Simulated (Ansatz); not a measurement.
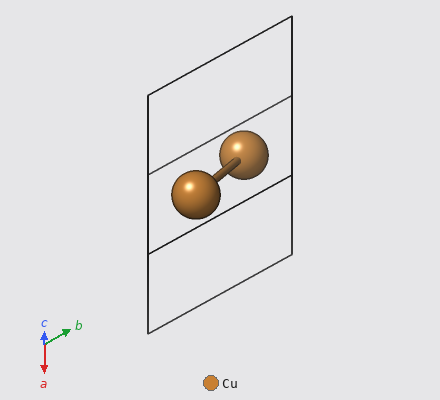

Cu (P6_3/mmc, No. 194): the input geometry of an electronic-structure calculation (not necessarily at equilibrium); the starting structure was generated, so it need not be a known form of this composition.

```xyz
2
Lattice="2.4861 0.0000 0.0000 -1.2431 2.1530 0.0000 0.0000 0.0000 4.0730" Properties=species:S:1:pos:R:3 pbc="T T T"
Cu    0.0000    1.4354    1.0183
Cu    1.2431    0.7177    3.0548
```

### What will a Z-contrast image along [102] show? Simulated incoherent Z contrast: every atom adds Z^1.7 spread by a probe of 0.50 Å full width; channelling and multiple scattering are left out. A slight drift was added.

The columns repeat on a rectangular net of 1.19 × 2.15 Å (plane group p2mg). All columns are alike (Cu). The shortest distance between visible columns is 0.93 Å in projection. Along the beam the structure repeats every 8.52 Å.

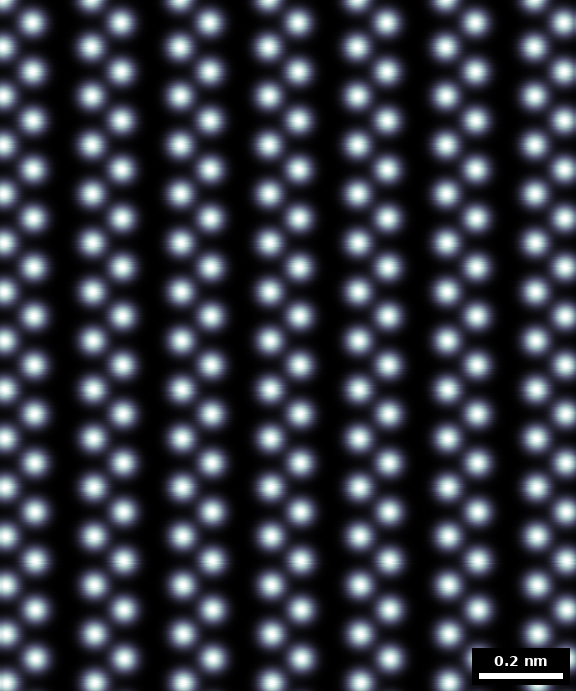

The simulated image.
